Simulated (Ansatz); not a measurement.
PtSe2: single-point calculation (part 1 of 2)

System: PtSe2 (slab, 12 atoms in the cell).
Method: DFT PBE+D3(BJ), scalar-relativistic, plane waves, PAW, no spin polarisation (Ansatz 0.2.0).

The structure derives from an entry of the Crystallography Open Database. Figures and captions count atoms from 1; the log counts them from 0 in places.

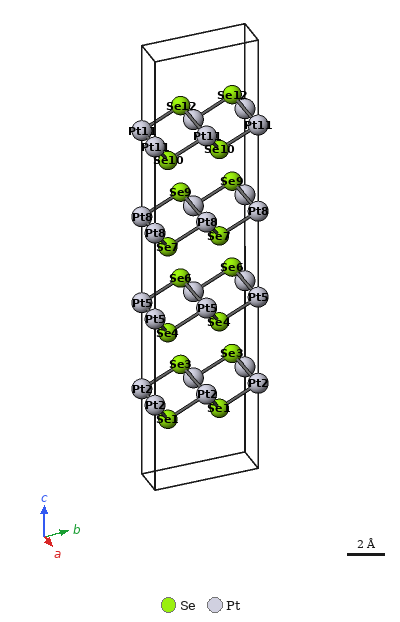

**Figure 1.** The structure as given in the input (ball-and-stick view of the 1 × 2 repeat of the cell, with the vacuum cut short, seen slightly off an axis; atoms are numbered from 1 in the order of the input). Near neighbours in the crystal (not all of them lie inside the picture): Se has 3 Pt at 2.52 to 2.53 Å; Pt has 6 Se at 2.52 to 2.53 Å.

## Key numbers

| quantity | value |
| --- | --- |
| outcome | converged |
| electrons treated | 200 |
| free energy | −93854.3728 eV |
| work function, top face | 4.71 eV |
| work function, bottom face | 4.71 eV |
| Fermi energy | −4.709 eV |
| gap on the k-point mesh | none (metallic) |
| work function (upper face) | 4.71 eV |
| largest force (length of the vector) | 0.002 eV/Å |
| hardware | 8 threads of AMD EPYC (Zen 5), 64 GiB of memory available, shared host |
| wall time | 12 s (CPU time 86 s) |
| peak memory | 4 GiB |

## Notes

Warnings of the run: the exchange-correlation potential is rough where the density is thin. Spin–orbit coupling is left out, which matters for Pt.

## Input
```yaml
crystal:
  lattice:
    - [3.7540632127, 0.0, 0.0]
    - [-1.8770316063, 3.2511141096, 0.0]
    - [0.0, 0.0, 60.0613416738]
  atoms:
    - { symbol: Se, position: [0.6666666667, 0.3333333333, 0.3565263321] }
    - { symbol: Pt, position: [0.0, 0.0, 0.3783553049] }
    - { symbol: Se, position: [0.3333333333, 0.6666666667, 0.3996315086] }
    - { symbol: Se, position: [0.6666666667, 0.3333333333, 0.4380673558] }
    - { symbol: Pt, position: [0.0, 0.0, 0.4595325872] }
    - { symbol: Se, position: [0.3333333333, 0.6666666667, 0.4809991998] }
    - { symbol: Se, position: [0.6666666667, 0.3333333333, 0.5190008002] }
    - { symbol: Pt, position: [0.0, 0.0, 0.5404674128] }
    - { symbol: Se, position: [0.3333333333, 0.6666666667, 0.5619326442] }
    - { symbol: Se, position: [0.6666666667, 0.3333333333, 0.6003684914] }
    - { symbol: Pt, position: [0.0, 0.0, 0.6216446951] }
    - { symbol: Se, position: [0.3333333333, 0.6666666667, 0.6434736679] }
  periodic: [true, true, false]
basis:
  ecutwfc: 420
kpoints:
  mp_grid: { grid: [12, 12, 1] }
  band_path:
    path:
      - [0.0, 0.0, 0.0]
      - [0.05, 0.0, 0.0]
      - [0.1, 0.0, 0.0]
      - [0.15, 0.0, 0.0]
      - [0.2, 0.0, 0.0]
      - [0.25, 0.0, 0.0]
      - [0.3, 0.0, 0.0]
      - [0.35, 0.0, 0.0]
      - [0.4, 0.0, 0.0]
      - [0.45, 0.0, 0.0]
      - [0.5, 0.0, 0.0]
      - [0.4833333333, 0.0333333333, 0.0]
      - [0.4666666667, 0.0666666667, 0.0]
      - [0.45, 0.1, 0.0]
      - [0.4333333333, 0.1333333333, 0.0]
      - [0.4166666667, 0.1666666667, 0.0]
      - [0.4, 0.2, 0.0]
      - [0.3833333333, 0.2333333333, 0.0]
      - [0.3666666667, 0.2666666667, 0.0]
      - [0.35, 0.3, 0.0]
      - [0.3333333333, 0.3333333333, 0.0]
      - [0.3, 0.3, 0.0]
      - [0.2666666667, 0.2666666667, 0.0]
      - [0.2333333333, 0.2333333333, 0.0]
      - [0.2, 0.2, 0.0]
      - [0.1666666667, 0.1666666667, 0.0]
      - [0.1333333333, 0.1333333333, 0.0]
      - [0.1, 0.1, 0.0]
      - [0.0666666667, 0.0666666667, 0.0]
      - [0.0333333333, 0.0333333333, 0.0]
      - [0.0, 0.25, 0.0]
    npoints: 1
hamiltonian:
  xc: pbe
  dispersion: d3bj
scf:
  occupations: { method: gaussian, width: 0.1 }
  n_extra_bands: 6
output:
  forces: true
  stress: true
  eigenvalues: true
  write_density: true
  write_potential: true
  elf: true
  volumetric_format: npy
```

Launched with:
```bash
ansatz run input.yaml --threads 8 --pin off --max-ram 22528MiB --backend cpu --events-out ev --progress --plain --runs-dir out
```

## What the program printed
```
scf.n_extra_bands = 6 over 100 filled bands (N_el = 200.0): the run solves 106 bands
Engine: ansatz 0.2.0, x86_64-unknown-linux-gnu
Pseudopotentials: kind: paw
Pseudopotential: Se, paw, valence charge 16, recommended cutoff 420 eV (normal), Se.paw.azcp
Pseudopotential: Pt, paw, valence charge 18, recommended cutoff 420 eV (normal), Pt.paw.azcp
Functional definition: PBE
  parameter kappa = 0.804
  parameter beta = 0.06672455060314922
  exchange = pbe_x(kappa = kappa, mu = beta*pi^2/3)
  correlation = pbe_c(beta = beta)
Crystal: 12 atoms, lattice volume = 733.042 Å³
Basis set: ecut = 420 eV, 14385 PW (Γ), exchange–correlation on 54×54×810 points (8 copies of the dense FFT grid, shifted against one another)
Bands: 106, of which v1, the nominal top of the filled ones, is band 100 counted from 1 (99 counted from 0)
Symmetry: 12 space group operations
Space group: P-3m1 (ITA 164), of the structure as read, at distance tolerance 9.0e-5 Å
k-points: 19 of 144
Non-local potential: Se, projectors of the file, l = 0: 2, l = 1: 2, l = 2: 3, l = 3: 1
Non-local potential: Pt, projectors of the file, l = 0: 3, l = 1: 2, l = 2: 2, l = 3: 1
PAW form: soft (Blöchl's): semilocal exchange-correlation on the pseudo side does not see the compensation charge
PAW one-centre angular grid: Se, 590 points (default); XC on 64 Gauss nodes
PAW one-centre angular grid: Pt, 590 points (default); XC on 64 Gauss nodes
Initial density: superposition of atomic densities (neutral atoms: chi_scale 0, normalization atom), corrected by the library's trained network
Initial wavefunctions: pseudopotential atomic-orbital guess
Functional: x = pbe(κ = 0.804, μ = 0.2195149727645171), c = pbe(β = 0.06672455060314922)
SCF iter   1: F=—  HF=-93854.394910 eV  |F-HF|=—  |Δ(HF+E_count)|=         —  Δρ=2.14e-3  dr2=5.76e-2  ethr=1.77e-3  ⟨swp⟩=9.8  Hψ=10816  notcnv=0
preconditioner: auto → LDOS  [insulator: Δε(μ)=0.184 eV  Ē_g=6.774 eV  σ=0.100 eV  W_gap=0.76  n_scr=156 (ndim 8)  ℏωp=12.9 eV  f_vac=0.663  D(μ)=2.44/eV (n_scr^D=14)  ε∞_Penn≈4.6  β→1.0]
SCF iter   2: F=—  HF=-93854.387221 eV  |F-HF|=—  |Δ(HF+E_count)|=   7.69e-3  Δρ=2.01e-3  dr2=1.48e-1  ethr=2.88e-5  ⟨swp⟩=3.6  Hψ=5133  notcnv=0  defer=17
SCF iter   3: F=—  HF=-93854.373401 eV  |F-HF|=—  |Δ(HF+E_count)|=   1.38e-2  Δρ=4.55e-4  dr2=1.19e-2  ethr=2.88e-5  ⟨swp⟩=3.0  Hψ=3210  notcnv=0  defer=17
SCF iter   4: F=—  HF=-93854.372320 eV  |F-HF|=—  |Δ(HF+E_count)|=   1.08e-3  Δρ=1.07e-4  dr2=1.20e-4  ethr=5.95e-6  ⟨swp⟩=3.0  Hψ=3201  notcnv=0  defer=17
SCF iter   5: F=—  HF=-93854.372306 eV  |F-HF|=—  |Δ(HF+E_count)|=   1.37e-5  Δρ=2.32e-5  dr2=8.92e-6  ethr=5.98e-8  ⟨swp⟩=3.9  Hψ=4038  notcnv=0  defer=17
SCF iter   6: F=—  HF=-93854.372793 eV  |F-HF|=—  |Δ(HF+E_count)|=   4.87e-4  Δρ=6.38e-6  dr2=3.56e-7  ethr=4.46e-9  ⟨swp⟩=3.1  Hψ=3672  notcnv=0  defer=12
SCF iter   7: F=-93854.372795 eV  HF=-93854.372795 eV  |F-HF|=1.24e-7  |Δ(HF+E_count)|=   1.30e-6  Δρ=1.66e-6  dr2=4.79e-8  ethr=5.00e-11  ⟨swp⟩=21.7  Hψ=23003  notcnv=0
SCF 1 converged in 7 iterations: F = -93854.372795 eV  dr2 = 4.79e-8
  Residual-converged pass: ⟨swp⟩=1.0  Hψ=2090  notcnv=0  max |occ|·‖R‖ = 7.1e-9 eV (tolerance 1.0e-8 eV)  dr2=4.79e-8  dr2_onsite=6.27e-9  max |Δocc| = 2.9e-11
  greatest PAW one-centre occupation: 1.000 electrons in one spin orbital (limit 2), on the Pt atom at site 7 (counted from 0), in its partial waves of l = 0
NSCF: frozen V_eff on 31 k-points
WARN: The output density's exchange-correlation potential varies sharply where the density is thin. Do not read a vacuum level from v_tot or v_xc, or from such a field of the output density. On a cell that repeats whose density bears no net charge and no dipole along the vacuum's axis use v_es (v_loc + v_h of the components); under efield.dipole_correction with no amplitude use v_es + v_field, which holds any external_charges[].barrier, or the levels of the report's work_function block, which leave it out; under a non-zero efield.amplitude the vacuum is tilted and has no level; on a cell that repeats and bears such a dipole with no correction it is tilted too, and efield.dipole_correction with no amplitude gives each side of its ramp a level where efield: is served; in a cell that repeats whose density bears a net charge (total_charge, or a fill off its count) it is curved and has none; of a slab under crystal.periodic whose density bears no net charge use v_es, which has a level on each side, short of where the two are joined; of another it falls or rises all the way out and has none; of a slab beside external_charges read slab_vacuum_level instead, which it has where they leave it neutral. The grid or the basis barely resolves most such structure, and the values can differ between equally converged runs; as a rule a tighter scf.convergence.dr2_threshold does not remove it. Where the density itself ripples (under the LDA too) a higher basis.ecutwfc lessens it. The files hold the spikes' plane waves up to the density's cutoff. Files: v_tot_of_output_density and the like, and their columns of v_z.tsv (output.write_potential); v_xc_of_output_density and the like, and their columns of v_comp_z.tsv (output.write_potential_components). Measured: with its Gaussian average of σ = 0.25 Å subtracted twice, the exchange-correlation potential is over 0.1 eV at 9 of the grid points where the equally averaged density (valence and model cores) is under 1e-3 e/Å³, and 0.237 eV at the most among them, at an averaged density of 8.7e-11 e/Å³. The input density's (outcome.potential() and, of a run that writes arrays, v_tot and v_xc) is over 0.1 eV, so measured, at 44 points of its own thin density, 0.133 eV at the most. See output.write_potential in the manual, Limitations
SCF converged after 7 iterations
Free energy (F): -93854.372795 eV
Harris-Foulkes:  -93854.372795 eV  (|F-HF|=1.24e-7)
Internal energy: -93854.359957 eV  (E = F + TS)
E sigma→0 (E₀):  -93854.366376 eV
Entropy (-TS):   -0.012838 eV (-1.070 meV/atom)
Fermi energy:    -4.708558 eV
--- Per-component energies (eV) ---
  E_band       = -7423.704185
  E_kinetic    = 3496.962465
  E_local      = -2574701.378578  (includes V_loc(G=0)·N_el)
  E_nonlocal   = -3961.045055
  E_hartree    = 1284577.265199
  E_xc         = -1881.853378
  E_vxc        = -1998.499590  (∫ρ·V_xc dr)
  E_paw        = -53112.216971  (= ΣΔE_a)
  E_vpaw       = 585.583911  (= ΣTr[D̂ρ^β])
  E_aug_tail   = -0.004035  (compensation charges beyond the density's cutoff)
  E_ewald      = 1251733.144490
  E_disp       = -5.234096  (pairwise vdW)
  E_smearing   = -0.012838  (= −TS)
  E_closure    = 0.000000  (closes the sum)
  Σ components = -93854.372795   (vs F -93854.372795, Δ=0.00e0)
--- Forces (eV/Å), atoms counted from 1 ---
  atom   1  Se    -0.00000000     0.00000000     0.00007424
  atom   2  Pt     0.00000000     0.00000000    -0.00235107
  atom   3  Se    -0.00000000     0.00000000     0.00111334
  atom   4  Se     0.00000000     0.00000000     0.00025142
  atom   5  Pt     0.00000000    -0.00000000     0.00024389
  atom   6  Se    -0.00000000     0.00000000    -0.00084005
  atom   7  Se     0.00000000    -0.00000000     0.00084005
  atom   8  Pt    -0.00000000     0.00000000    -0.00024389
  atom   9  Se    -0.00000000     0.00000000    -0.00025142
  atom  10  Se    -0.00000000    -0.00000000    -0.00111334
  atom  11  Pt     0.00000000    -0.00000000     0.00235107
  atom  12  Se     0.00000000     0.00000000    -0.00007424
  max |Σ_I F_I| component: 1.16e-18 eV/Å
--- 2D stress c σ (N/m, compression-positive) ---
       -0.013851       0.000000       0.000000
        0.000000      -0.013851       0.000000
        0.000000       0.000000       0.000000
  P = ½ c Tr σ = -0.0139 N/m
--- Band table (eV; the first three rows and the last of 19) ---
```
